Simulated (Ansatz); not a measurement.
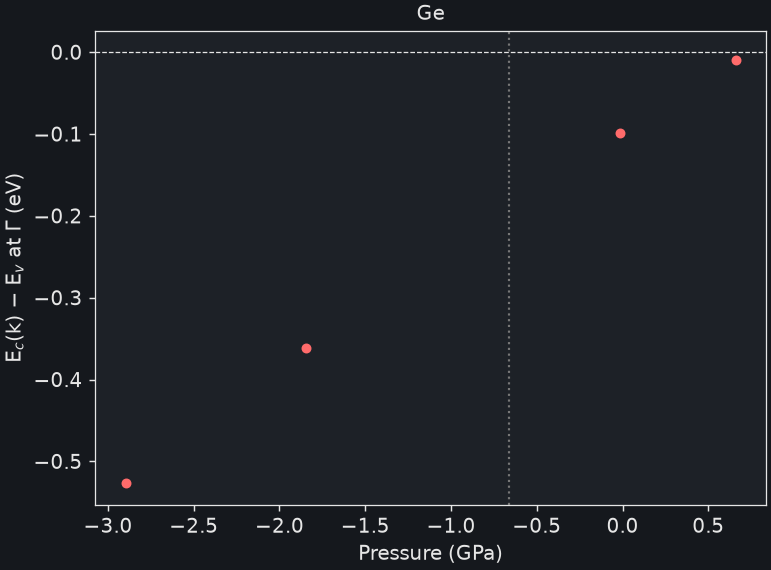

Lowest conduction level at Γ, counted from the valence-band top at Γ. A negative value at Γ means that the s-like level, then filled, lies under the p-like triplet: the bands are inverted and there is no gap. One run is left out (dotted line).

System: diamond-type Ge, space group Fd-3m, 2 atoms in the primitive cell. The cell is scaled uniformly. Computed with Ansatz 0.2.0: PBEsol, all-electron LAPW, no spin polarisation, no spin-orbit coupling, 11×11×11 k mesh, Fermi-Dirac smearing of 0.05 eV.

| pressure | Γ (eV) | volume (Å³/atom) |
| --- | --- | --- |
| −2.9 GPa | −0.53 | 23.99 |
| −1.8 GPa | −0.36 | 23.54 |
| 0.0 GPa | −0.10 | 22.86 |
| 0.7 GPa | −0.01 | 22.64 |

> Estimate the values at −0.7 GPa.

A fit through the other points gives −0.20 eV at Γ (a straight line). The run itself gives −0.19 eV, within 0.01 eV of the estimate.

Spin-orbit coupling is left out, which matters for Ge. Measured Ge has an indirect gap, with the conduction bottom at L. Measured Ge has a positive gap at its own volume; this functional understates it. A mesh with an odd division misses points of the zone boundary, where a smaller gap can lie.
